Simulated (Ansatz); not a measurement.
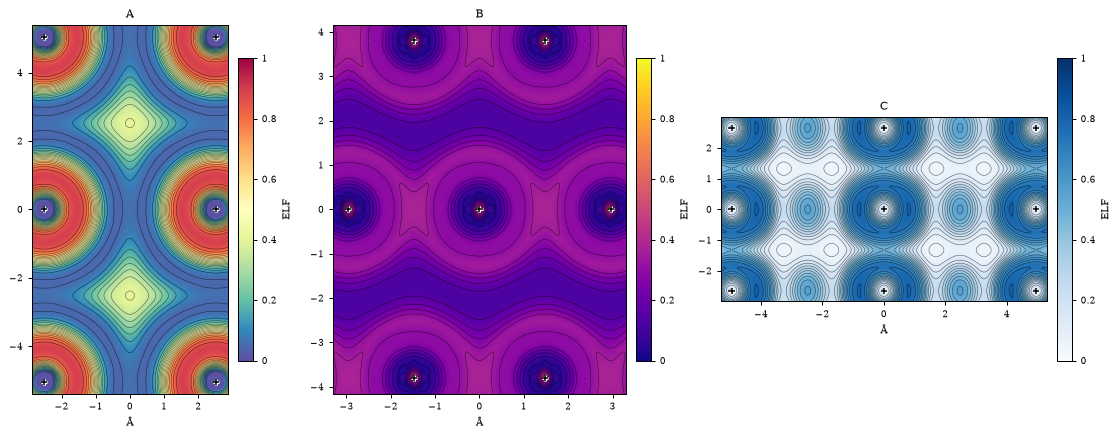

The ELF of 3 systems, each on a plane through atoms (crosses mark nuclei in the plane).

Method: DFT PBE, scalar-relativistic, plane waves, PAW in Ansatz.

System 1: Cs, the (001) plane of the conventional cell. Space group Pm-3m; a structure generated by program, which may or may not match a known phase; computed without spin polarisation.

```
CELL_PARAMETERS angstrom
5.04331 0.00000 0.00000
0.00000 5.04331 0.00000
0.00000 0.00000 5.03608
ATOMIC_POSITIONS crystal
Cs 0.50000 0.50000 0.50000
```

System 2: Ga, the (011) plane of the conventional cell. Space group P6/mmm; a structure generated by program, which may or may not match a known phase; changed on purpose from its base cell (volume × 1.10, shape and atoms relaxed); computed pressure about −3 GPa in this cell; computed without spin polarisation.

System 3: Se, the (100) plane of the conventional cell. Space group P6/mmm; a structure generated by program, which may or may not match a known phase.

Match each panel to its system.

Panel A is system 1, Cs: the plane holds Cs. Cs–Cs (5.04 Å): the ELF is about 0.05 at the midpoint (no shared electron pair shows on this line). Panel B is system 2, Ga: the plane holds Ga. Ga–Ga (2.96 Å): the ELF is about 0.40 at the midpoint. Panel C is system 3, Se: the plane holds Se. Se–Se (2.65 Å): the ELF is about 0.50 at the midpoint.
